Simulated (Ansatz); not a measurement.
# B$_{48}$N$_{48}$: single-point calculation (part 2 of 2)

The same run, continued: B$_{48}$N$_{48}$ (P6₃mc, 96 atoms in the cell); DFT, HSE06, PAW, plane waves (Ansatz 0.2.0); cutoff 420 eV, 1×1×1 k-mesh, Fermi–Dirac smearing of 0.01 eV. The structure was built on a prototype by a generator.

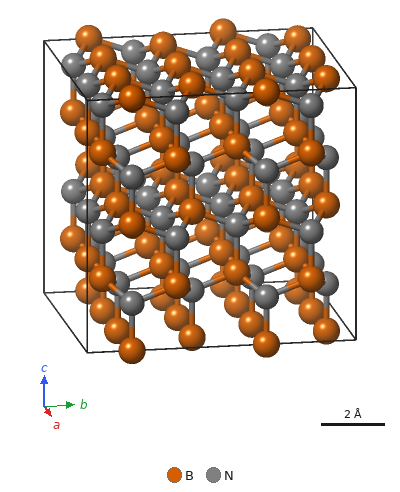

The input geometry (ball-and-stick view of the cell of the calculation, seen slightly off an axis).

### Output, continued
```
  atom  92  N     -0.01032475    -0.00350005     0.01898799
  atom  93  N     -0.01030411    -0.00355258     0.01898640
  atom  94  N     -0.01030785    -0.00355810     0.01898866
  atom  95  N     -0.01048397    -0.00350948     0.01897346
  atom  96  N     -0.01049874    -0.00350140     0.01898479
  max |Σ_I F_I| component: 3.20e-4 eV/Å
--- Band table (eV) ---
  k-point 0: bands = ["-11.4654", "-10.7432", "-10.6716", "-10.5132", "-9.9694", "-9.8223", "-9.7473", "-9.3730", "-9.1847", "-9.0848", ... 78 levels left out ..., "2.7796", "2.7823", "2.9912", "3.0213", "3.0427", "3.0723", "3.0997", "3.2635", "3.4181", "3.4814", "3.8005", "3.8597", "3.9936", "4.0821", "4.3120", "4.3604", "4.4286", "4.4634", "4.5595", "4.7028", "4.7665", "4.7921", "4.8033", "4.8361", "4.8469", "4.9366", "5.0708", "5.0803", "5.1194",
      "5.1515", "5.1952", "5.2923", "5.3100", "5.3469", "5.3548", "5.3835", "5.5442", "5.6231", "5.6658", "5.9242", "5.9891", "5.9904", "5.9930", "6.0779", "6.0875", "6.1045", "6.1530", "6.1943", "6.2032", "6.2116", "6.2618", "6.2696", "6.3564", "6.4150", "6.4197", "6.4585", "6.4915", "6.5166", "6.5696", "6.7765", "6.9158", "7.0731", "7.1055", "7.1278", "7.1531", "7.1642", "7.2522", "7.2675", "7.3042",
      "7.3052", "7.3251", "7.3432", "7.3639", "7.3687", "7.4062", "7.4916", "7.5634", "7.5699", "7.5963", "7.6086", "7.6551", "7.6827", "7.7215", "7.8006", "7.8351", "7.9168", "7.9620", "8.0225", "8.2304", "8.2790", "8.3093", "8.3886", "8.4085", "8.4900", "8.7179", "8.9539", "8.9884", "9.1963", "9.1989", "9.2977", "9.3667", "9.4276", "9.8519", "10.2036", "18.0535", "18.0557", "18.6207", "18.8826", "18.9545",
      "19.0698", "19.2796", "19.3187", "19.3720", "19.4839", "19.5276", "19.5365", "19.5575", "19.6291", "19.7211", "19.7338", "19.8375", "19.8853", "19.9246", "20.0234", "20.0347", "20.0495", "20.1017", "20.1537", "20.1873", "20.3738", "20.3883", "20.4632", "20.5533", "20.5735", "20.6621", "20.9542", "21.0590", "21.0852", "21.1461", "21.2148", "21.2914", "21.2985", "21.3445", "21.4795", "21.5309", "21.5407", "21.6925", "21.6969", "21.7605",
      "21.9235", "22.0147", "22.1019", "22.1413", "22.2796", "22.5090", "22.5569", "22.5615", "22.5797", "22.6077", "22.6428", "22.6607", "22.7316", "22.8240", "22.8633", "22.9040", "22.9502", "22.9753", "23.0024", "23.0130", "23.0149", "23.0181", "23.0286", "23.0880", "23.2560", "23.2598", "23.2721", "23.3362", "23.4165", "23.4480", "23.4585", "23.5157", "23.5485", "23.6219", "23.6923", "23.6944", "23.6955", "23.8913", "23.9618", "23.9776",
      "24.0467", "24.0643", "24.1040", "24.1079", "24.1903", "24.2519", "24.3212", "24.3999", "24.4062", "24.5350", "24.6120"]
--- Löwdin populations: 96 sites ---
  site symbol       q [e]
     0      B      2.6538
     1      B      2.6538
     2      B      2.6538
     3      B      2.6538
     4      B      2.6538
     5      B      2.6538
     6      B      2.6538
     7      B      2.6538
     8      B      2.6538
     9      B      2.6538
    10      B      2.6538
    11      B      2.6538
    12      B      2.6538
    13      B      2.6538
    14      B      2.6538
    15      B      2.6538
    16      B      2.6538
    17      B      2.6538
    18      B      2.6538
    19      B      2.6538
    20      B      2.6538
    21      B      2.6538
    22      B      2.6538
    23      B      2.6538
    24      B      2.6538
    25      B      2.6538
    26      B      2.6538
    27      B      2.6538
    28      B      2.6538
    29      B      2.6538
    30      B      2.6538
    31      B      2.6538
    32      B      2.6538
    33      B      2.6538
    34      B      2.6538
    35      B      2.6538
    36      B      2.6538
    37      B      2.6538
    38      B      2.6538
    39      B      2.6538
    40      B      2.6538
    41      B      2.6538
    42      B      2.6538
    43      B      2.6538
    44      B      2.6538
    45      B      2.6538
    46      B      2.6538
    47      B      2.6538
    48      N      5.3154
    49      N      5.3154
    50      N      5.3154
    51      N      5.3154
    52      N      5.3154
    53      N      5.3154
    54      N      5.3154
    55      N      5.3154
    56      N      5.3154
    57      N      5.3154
    58      N      5.3154
    59      N      5.3154
    60      N      5.3154
    61      N      5.3154
    62      N      5.3154
    63      N      5.3154
    64      N      5.3154
    65      N      5.3154
    66      N      5.3154
    67      N      5.3154
    68      N      5.3154
    69      N      5.3154
    70      N      5.3154
    71      N      5.3154
    72      N      5.3154
    73      N      5.3154
    74      N      5.3154
    75      N      5.3154
    76      N      5.3154
    77      N      5.3154
    78      N      5.3154
    79      N      5.3154
    80      N      5.3154
    81      N      5.3154
    82      N      5.3154
    83      N      5.3154
    84      N      5.3154
    85      N      5.3154
    86      N      5.3154
    87      N      5.3154
    88      N      5.3154
    89      N      5.3154
    90      N      5.3154
    91      N      5.3154
    92      N      5.3154
    93      N      5.3154
    94      N      5.3154
    95      N      5.3154
  spilling = 0.003849 (of n_electrons = 384.000000)
```

This output came from the following input.

### The input
```yaml
crystal:
  lattice:
    - [7.622990, 0.000000, 0.000000]
    - [0.000000, 8.802271, 0.000000]
    - [0.000000, 0.000000, 8.406582]
  atoms:
    - { symbol: B, position: [0.000000, 0.166667, 0.000384] }
    - { symbol: B, position: [0.000000, 0.166667, 0.500384] }
    - { symbol: B, position: [0.333333, 0.166667, 0.000384] }
    - { symbol: B, position: [0.333333, 0.166667, 0.500384] }
    - { symbol: B, position: [0.166667, 0.416667, 0.000384] }
    - { symbol: B, position: [0.166667, 0.416667, 0.500384] }
    - { symbol: B, position: [0.000000, 0.666667, 0.000384] }
    - { symbol: B, position: [0.000000, 0.666667, 0.500384] }
    - { symbol: B, position: [0.666667, 0.166667, 0.000384] }
    - { symbol: B, position: [0.666667, 0.166667, 0.500384] }
    - { symbol: B, position: [0.500000, 0.416667, 0.000384] }
    - { symbol: B, position: [0.500000, 0.416667, 0.500384] }
    - { symbol: B, position: [0.333333, 0.666667, 0.000384] }
    - { symbol: B, position: [0.333333, 0.666667, 0.500384] }
    - { symbol: B, position: [0.166667, 0.916667, 0.000384] }
    - { symbol: B, position: [0.166667, 0.916667, 0.500384] }
    - { symbol: B, position: [0.833333, 0.416667, 0.000384] }
    - { symbol: B, position: [0.833333, 0.416667, 0.500384] }
    - { symbol: B, position: [0.666667, 0.666667, 0.000384] }
    - { symbol: B, position: [0.666667, 0.666667, 0.500384] }
    - { symbol: B, position: [0.500000, 0.916667, 0.000384] }
    - { symbol: B, position: [0.500000, 0.916667, 0.500384] }
    - { symbol: B, position: [0.833333, 0.916667, 0.000384] }
    - { symbol: B, position: [0.833333, 0.916667, 0.500384] }
    - { symbol: B, position: [0.166667, 0.083333, 0.250384] }
    - { symbol: B, position: [0.166667, 0.083333, 0.750384] }
    - { symbol: B, position: [0.000000, 0.333333, 0.250384] }
    - { symbol: B, position: [0.000000, 0.333333, 0.750384] }
    - { symbol: B, position: [0.500000, 0.083333, 0.250384] }
    - { symbol: B, position: [0.500000, 0.083333, 0.750384] }
    - { symbol: B, position: [0.333333, 0.333333, 0.250384] }
    - { symbol: B, position: [0.333333, 0.333333, 0.750384] }
    - { symbol: B, position: [0.166667, 0.583333, 0.250384] }
    - { symbol: B, position: [0.166667, 0.583333, 0.750384] }
    - { symbol: B, position: [0.000000, 0.833333, 0.250384] }
    - { symbol: B, position: [0.000000, 0.833333, 0.750384] }
    - { symbol: B, position: [0.833333, 0.083333, 0.250384] }
    - { symbol: B, position: [0.833333, 0.083333, 0.750384] }
    - { symbol: B, position: [0.666667, 0.333333, 0.250384] }
    - { symbol: B, position: [0.666667, 0.333333, 0.750384] }
    - { symbol: B, position: [0.500000, 0.583333, 0.250384] }
    - { symbol: B, position: [0.500000, 0.583333, 0.750384] }
    - { symbol: B, position: [0.333333, 0.833333, 0.250384] }
    - { symbol: B, position: [0.333333, 0.833333, 0.750384] }
    - { symbol: B, position: [0.833333, 0.583333, 0.250384] }
    - { symbol: B, position: [0.833333, 0.583333, 0.750384] }
    - { symbol: B, position: [0.666667, 0.833333, 0.250384] }
    - { symbol: B, position: [0.666667, 0.833333, 0.750384] }
    - { symbol: N, position: [0.000000, 0.166667, 0.187616] }
    - { symbol: N, position: [0.000000, 0.166667, 0.687616] }
    - { symbol: N, position: [0.333333, 0.166667, 0.187616] }
    - { symbol: N, position: [0.333333, 0.166667, 0.687616] }
    - { symbol: N, position: [0.166667, 0.416667, 0.187616] }
    - { symbol: N, position: [0.166667, 0.416667, 0.687616] }
    - { symbol: N, position: [0.000000, 0.666667, 0.187616] }
    - { symbol: N, position: [0.000000, 0.666667, 0.687616] }
    - { symbol: N, position: [0.666667, 0.166667, 0.187616] }
    - { symbol: N, position: [0.666667, 0.166667, 0.687616] }
    - { symbol: N, position: [0.500000, 0.416667, 0.187616] }
    - { symbol: N, position: [0.500000, 0.416667, 0.687616] }
    - { symbol: N, position: [0.333333, 0.666667, 0.187616] }
    - { symbol: N, position: [0.333333, 0.666667, 0.687616] }
    - { symbol: N, position: [0.166667, 0.916667, 0.187616] }
    - { symbol: N, position: [0.166667, 0.916667, 0.687616] }
    - { symbol: N, position: [0.833333, 0.416667, 0.187616] }
    - { symbol: N, position: [0.833333, 0.416667, 0.687616] }
    - { symbol: N, position: [0.666667, 0.666667, 0.187616] }
    - { symbol: N, position: [0.666667, 0.666667, 0.687616] }
    - { symbol: N, position: [0.500000, 0.916667, 0.187616] }
    - { symbol: N, position: [0.500000, 0.916667, 0.687616] }
    - { symbol: N, position: [0.833333, 0.916667, 0.187616] }
    - { symbol: N, position: [0.833333, 0.916667, 0.687616] }
    - { symbol: N, position: [0.166667, 0.083333, 0.437616] }
    - { symbol: N, position: [0.166667, 0.083333, 0.937616] }
    - { symbol: N, position: [0.000000, 0.333333, 0.437616] }
    - { symbol: N, position: [0.000000, 0.333333, 0.937616] }
    - { symbol: N, position: [0.500000, 0.083333, 0.437616] }
    - { symbol: N, position: [0.500000, 0.083333, 0.937616] }
    - { symbol: N, position: [0.333333, 0.333333, 0.437616] }
    - { symbol: N, position: [0.333333, 0.333333, 0.937616] }
    - { symbol: N, position: [0.166667, 0.583333, 0.437616] }
    - { symbol: N, position: [0.166667, 0.583333, 0.937616] }
    - { symbol: N, position: [0.000000, 0.833333, 0.437616] }
    - { symbol: N, position: [0.000000, 0.833333, 0.937616] }
    - { symbol: N, position: [0.833333, 0.083333, 0.437616] }
    - { symbol: N, position: [0.833333, 0.083333, 0.937616] }
    - { symbol: N, position: [0.666667, 0.333333, 0.437616] }
    - { symbol: N, position: [0.666667, 0.333333, 0.937616] }
    - { symbol: N, position: [0.500000, 0.583333, 0.437616] }
    - { symbol: N, position: [0.500000, 0.583333, 0.937616] }
    - { symbol: N, position: [0.333333, 0.833333, 0.437616] }
    - { symbol: N, position: [0.333333, 0.833333, 0.937616] }
    - { symbol: N, position: [0.833333, 0.583333, 0.437616] }
    - { symbol: N, position: [0.833333, 0.583333, 0.937616] }
    - { symbol: N, position: [0.666667, 0.833333, 0.437616] }
    - { symbol: N, position: [0.666667, 0.833333, 0.937616] }
  symmetry: { detect: false }
kpoints:
  mp_grid: { grid: [1, 1, 1], shift: [0.25, 0.25, 0.25] }
hamiltonian:
  xc: hse06
scf:
  occupations: { method: fermi_dirac, width: 0.01 }
output:
  forces: true
  eigenvalues: true
  populations: true
  eigenstates: { kpoints: [[0.25, 0.25, 0.25]], e_range: [-6.0, 6.0], localisation: true }
```

Launched with:
```bash
ansatz run in.yaml --threads 8 --pin off --max-ram 17100MiB --runs-dir r --events-out ev --progress --plain
```

### Results in brief

- outcome: converged
- space group (tolerance 0.01 Å): P6₃mc (186)
- electrons treated: 384
- free energy: −26036.1670 eV
- Fermi energy: 14.126 eV
- largest force (length of the vector): 0.022 eV/Å
- hardware: 8 threads of Arm Neoverse-V1, 18 GiB of memory available, shared host
- wall time: 2.5 min (CPU time 19 min)
- peak memory: 3.2 GiB

The k-point mesh is coarse for a cell of this size, so the results may not be converged.
